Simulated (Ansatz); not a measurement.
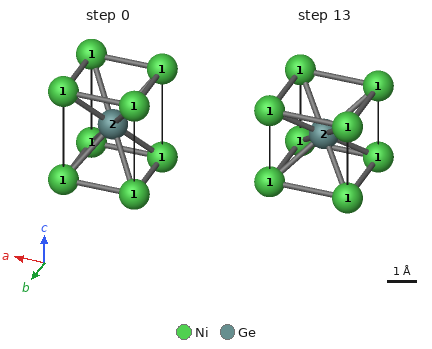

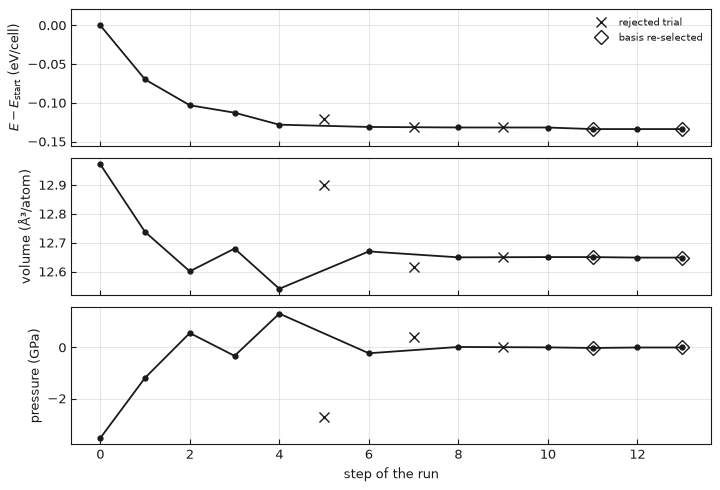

First and last geometry of a relaxation of a crystal of NiGe (built on the CuAu (L1 type), with the history of the run. A ball-and-stick model of the cell of the calculation, seen from a free direction.

Method: DFT r2SCAN, scalar-relativistic, plane waves, PAW (Ansatz 0.2.0).

The input:
```yaml
crystal:
  lattice:
    - [2.6719410039, 0.0, 0.0]
    - [0.0, 2.6719410039, 0.0]
    - [0.0, 0.0, 3.6338397653]
  atoms:
    - { symbol: Ni, position: [0.0, 0.0, 0.0] }
    - { symbol: Ge, position: [0.5, 0.5, 0.5] }
basis:
  ecutwfc: 500
kpoints:
  mp_grid: { grid: [16, 16, 12] }
hamiltonian:
  xc: r2scan
scf:
  occupations: { method: gaussian, width: 0.1 }
output:
  forces: true
  stress: true
  eigenvalues: true
relax:
  adjacent_minimum: "off"
  f_tol: 0.01
  max_steps: 80
  cell: { stress_tol: 0.05 }
```

Command:
```bash
ansatz run input.yaml --threads 1 --pin off --max-ram 2560MiB --backend cpu --events-out ev --progress --plain --runs-dir out
```

Did the run converge, and what did it change?

It converged. The atoms keep their places relative to the cell (all moves are under 0.005 Å). The drawn cell changes as follows: a = b 2.672 → 2.937 Å (+9.9 %), c 3.634 → 2.933 Å (−19.3 %); the volume changes by −2.5 %. Some distances before and after: Ni1–Ni1 2.672 → 2.937 Å, Ge2–Ge2 2.672 → 2.937 Å, Ni1–Ge2 2.621 → 2.542 Å. The space group (tolerance 0.01 Å) goes from P4/mmm (No. 123) to Pm-3m (No. 221). After 8 accepted moves (13 points after the start) the energy has fallen by 0.134 eV per cell of the calculation. All forces vanish by symmetry, so only the cell relaxes. Pressure: −3.55 GPa at the start and 0.00 GPa at the end. The line search rejected the trial steps at points 5, 7, 9 of the run. The SCF was repeated twice at an unchanged geometry on a basis and grid sized afresh for the cell, which shifted the energy by 2.0 meV per cell of the calculation at most. The run took 10 min on 1 thread of Intel(R) Xeon(R) Processor @ 2.50GHz (Skylake/Cascade Lake) (shared host), peak memory 0.57 GiB.

Limits of the set-up: an element that often carries a moment was run without spin polarisation.
